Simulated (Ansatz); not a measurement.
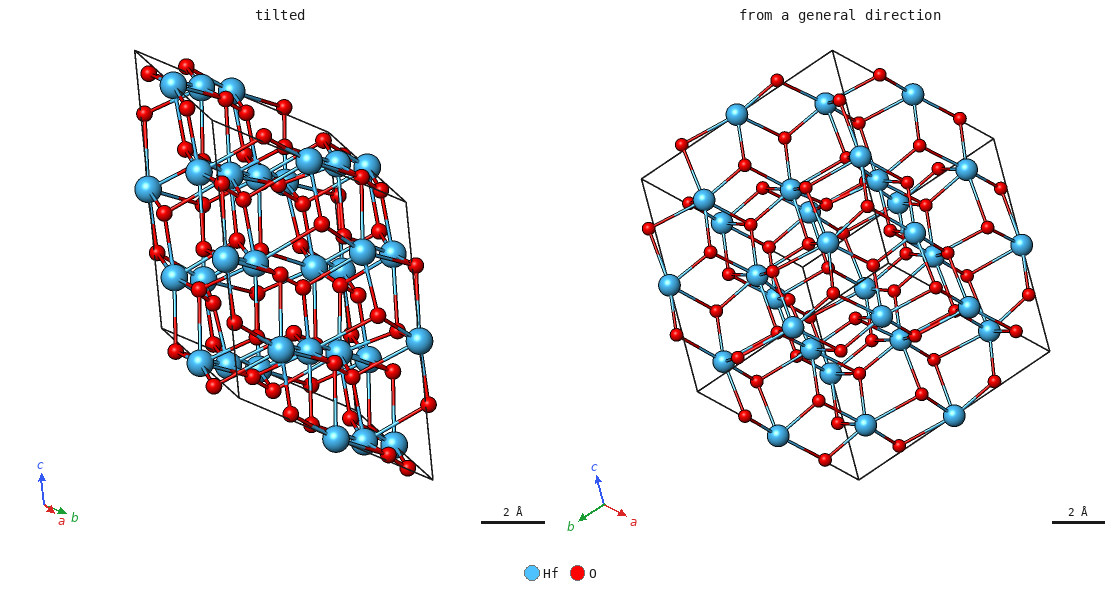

Drawn in the ball-and-stick manner and seen slightly off an axis and from a general direction. The supercell is outlined; an atom on or near a face, edge or corner is repeated at each equivalent position. The host is HfO2, in a cell of 48 sites, and the cell is neutral.

What defect is present?

A hafnium vacancy. Around the empty site lie four O at about 2.2 Å.

Electronic-structure method: DFT PBE, scalar-relativistic, plane waves, PAW in Ansatz 0.2.0. Parameters: cutoff 420 eV, a 2×2×2 mesh of k-points, Gaussian smearing of 0.01 eV, collinear spins.

Does a spin moment come with the defect?

Yes, 4.0 μB in the cell.

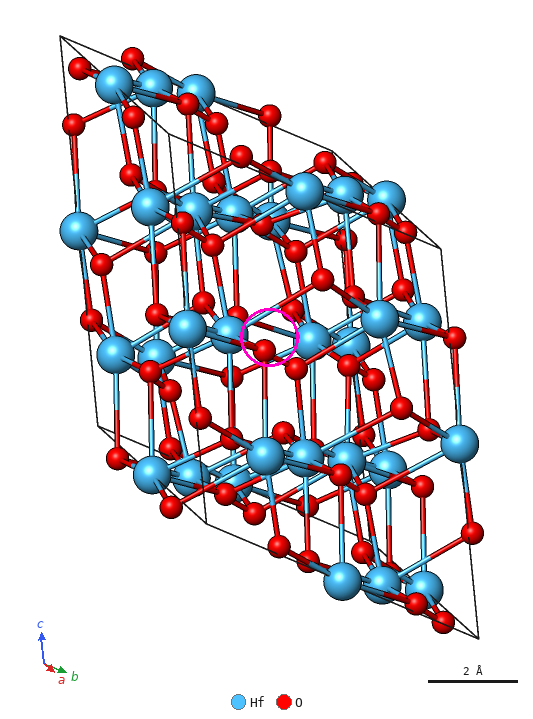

The same cell with a ring at the defect's site.

The atoms were relaxed in the host's cell with Ansatz 0.2.0, DFT PBE, scalar-relativistic, plane waves, PAW.
